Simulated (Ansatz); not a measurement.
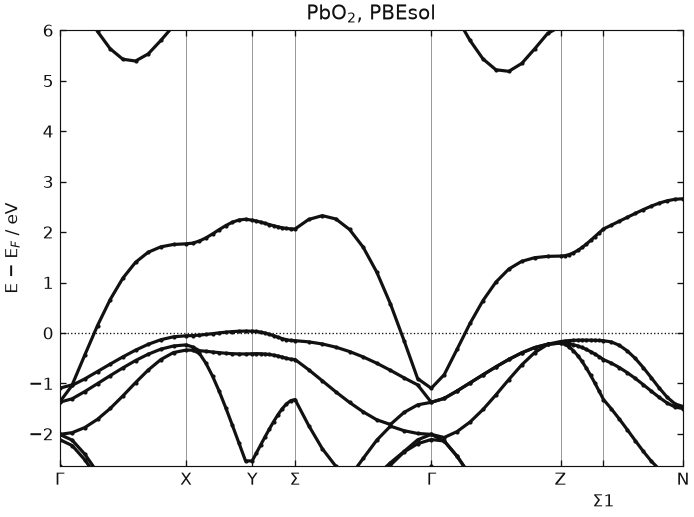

Band structure. Energies are counted from the Fermi level. The path runs straight from each named point to the next.

System: PbO₂, space group I4/mmm, 3 atoms in the primitive cell, strain z of −0.02.

```
Pb O
1.0
     0.00000    2.70199    2.64795
     2.70199    0.00000    2.64795
     2.70199    2.70199    0.00000
Pb O
1 2
Direct
  0.00000 0.00000 0.00000
  0.75000 0.75000 0.75000
  0.25000 0.25000 0.25000
```

Method: PBEsol, all-electron LAPW, no spin polarisation, no spin-orbit coupling, 9×9×9 k mesh, Fermi-Dirac smearing of 0.05 eV (Ansatz).

Question: Is there a gap at the Fermi level?

Answer: A metal: bands cross the Fermi level along this path.

Question: Which levels at Σ lie nearest to the Fermi level?

Answer: At Σ the nearest levels lie 0.15 eV below and 2.06 eV above the Fermi level.

Question: By band count a gap could open at this filling. What closes it?

Answer: The last band that the electron count would fill rises to 0.04 eV above the Fermi level at Y, leaving holes there, and the next band dips to 1.10 eV below it at Γ, holding electrons: an overlap of 1.13 eV.

Spin-orbit coupling is left out, which matters for Pb. The cell comes from a database of computed structures, and whether it is the stable form of this composition wasn't checked. Bands are joined in order of energy, so crossings between the computed points show as kinks or gaps. In reduced coordinates of the cell that was run, X is (0, 0.5, 0.5), Y is (0.26, 0.5, 0.76), Σ is (0.38, 0.38, 0.76), Z is (−0.5, −0.5, 0), Σ1 is (−0.38, −0.38, 0.24) and N is (0, 0, 0.5).
